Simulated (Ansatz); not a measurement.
## Run report: Ni2Si, single-point calculation

Ni2Si (P6₃/mmc, 6 atoms in the cell), set up with DFT, PBEsol, plane waves, PAW (Ansatz 0.2.0).

The structure derives from an entry of the Crystallography Open Database.

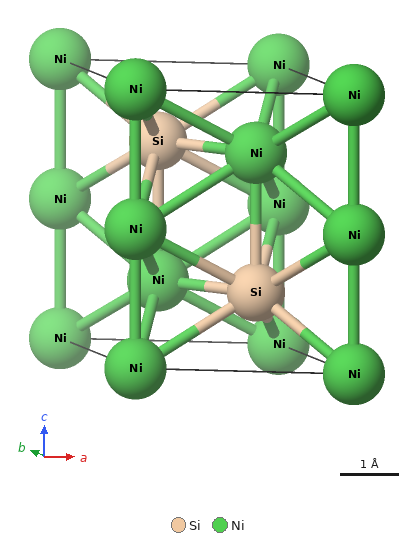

*The structure (ball-and-stick view of the cell of the calculation, seen slightly off an axis). An atom can appear more than once, as a periodic image.*

## Input file
```yaml
crystal:
  lattice:
    - [3.8684636528, 0.0, 0.0]
    - [-1.9342318264, 3.350187797, 0.0]
    - [0.0, 0.0, 4.9169852583]
  atoms:
    - { symbol: Si, position: [0.3333333333, 0.6666666667, 0.75] }
    - { symbol: Si, position: [0.6666666667, 0.3333333333, 0.25] }
    - { symbol: Ni, position: [0.0, 0.0, 0.0] }
    - { symbol: Ni, position: [0.0, 0.0, 0.5] }
    - { symbol: Ni, position: [0.3333333333, 0.6666666667, 0.25] }
    - { symbol: Ni, position: [0.6666666667, 0.3333333333, 0.75] }
kpoints:
  mp_grid: { grid: [9, 9, 7] }
hamiltonian:
  xc: pbesol
  pseudopotentials: { kind: paw, source: jth }
scf:
  occupations: { method: cold, width: 0.1 }
output:
  forces: true
  eigenvalues: true
  stress: true
```

Machine: 4 threads of Intel Xeon (Granite Rapids), 32 GiB of memory available, shared host.

Launch command:
```bash
ansatz run input.yaml --threads 4 --pin off --max-ram 10240MiB --backend cpu --events-out ev --progress --plain --runs-dir out
```

## Output
```
Error: inconsistent input (hamiltonian.pseudopotentials.source, hamiltonian.xc, hamiltonian.pseudopotentials.xc_functional): this build's library has no table of `source: jth` for `kind: paw` and the PBEsol files: it has one for `kind: paw` and the PBE files, or for `kind: paw` and the LDA files. Leave `source` out
```

## Outcome

```json
{"quantity": "outcome", "value": "refused by the program"}
{"quantity": "space group (tolerance 0.01 Å)", "value": "P6₃/mmc (194)"}
```

## What went wrong

Settings chosen away from the usual ones: scf.occupations.method set to cold (from gaussian); hamiltonian.pseudopotentials set to {"kind": "paw", "source": "jth"}; basis.ecutwfc removed. The program refused the input: “inconsistent input (hamiltonian.pseudopotentials.source, hamiltonian.xc, hamiltonian.pseudopotentials.xc_functional): this build's library has no table of `source: jth` for `kind: paw` and the PBEsol files: it has one for `kind: paw` and the PBE files, or for `kind: paw` and the LDA files. Leave `source` out”
